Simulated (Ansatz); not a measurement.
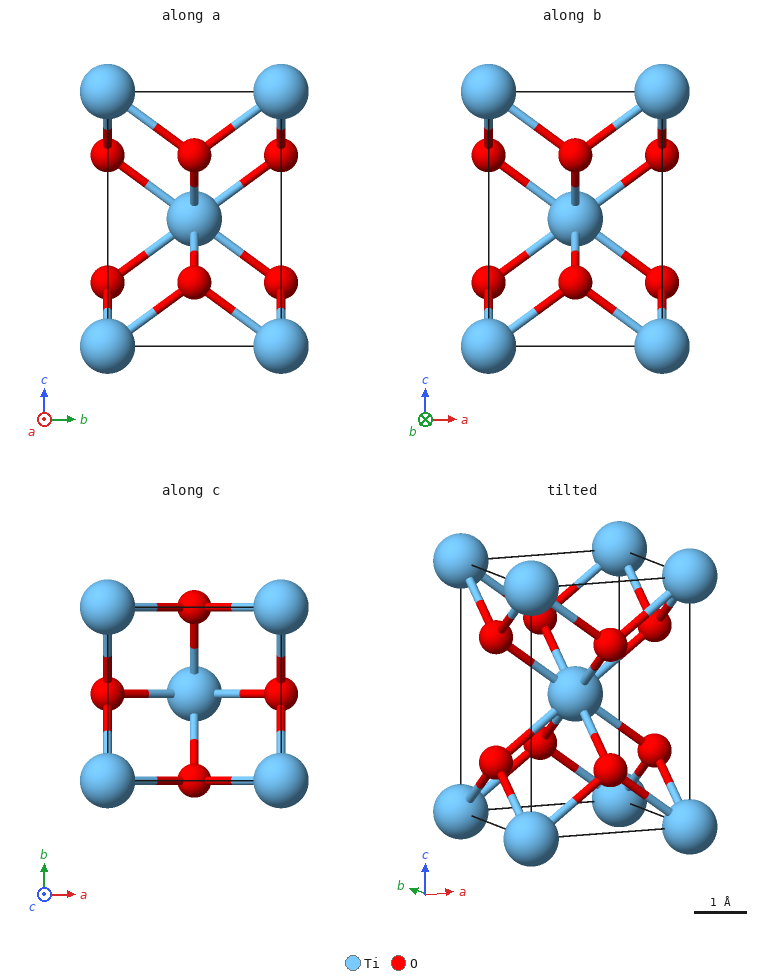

The figure gives a ball-and-stick picture of the atoms, viewed along the a axis, along the b axis, along the c axis and slightly off an axis. The parallelepiped is the conventional unit cell.

Lattice parameters: a = 3.3896 Å, b = 3.3896 Å, c = 4.9739 Å, α = 90.000°, β = 90.000°, γ = 90.000°.

### Express the structure as a CIF with its space group and independent sites.

```cif
data_structure
_symmetry_space_group_name_H-M 'I 4/m m m'
_symmetry_Int_Tables_number 139
_cell_length_a 3.3896
_cell_length_b 3.3896
_cell_length_c 4.9739
_cell_angle_alpha 90.000
_cell_angle_beta 90.000
_cell_angle_gamma 90.000
_cell_volume 57.15
loop_
_atom_site_label
_atom_site_type_symbol
_atom_site_symmetry_multiplicity
_atom_site_Wyckoff_symbol
_atom_site_fract_x
_atom_site_fract_y
_atom_site_fract_z
_atom_site_occupancy
Ti1 Ti 2 a 0.0000 0.0000 0.0000 1
O1 O 4 d 0.0000 0.5000 0.2500 1
```

The structure was taken from a structure type filled with these elements by a generator (whether the compound takes this form wasn't checked). The cell was then strained or its atoms displaced on purpose. It went into a calculation with Ansatz.

At this level of theory the cell isn't at rest (stretched, at -9 GPa), so its distances can differ from those at equilibrium, the more so the softer the solid.
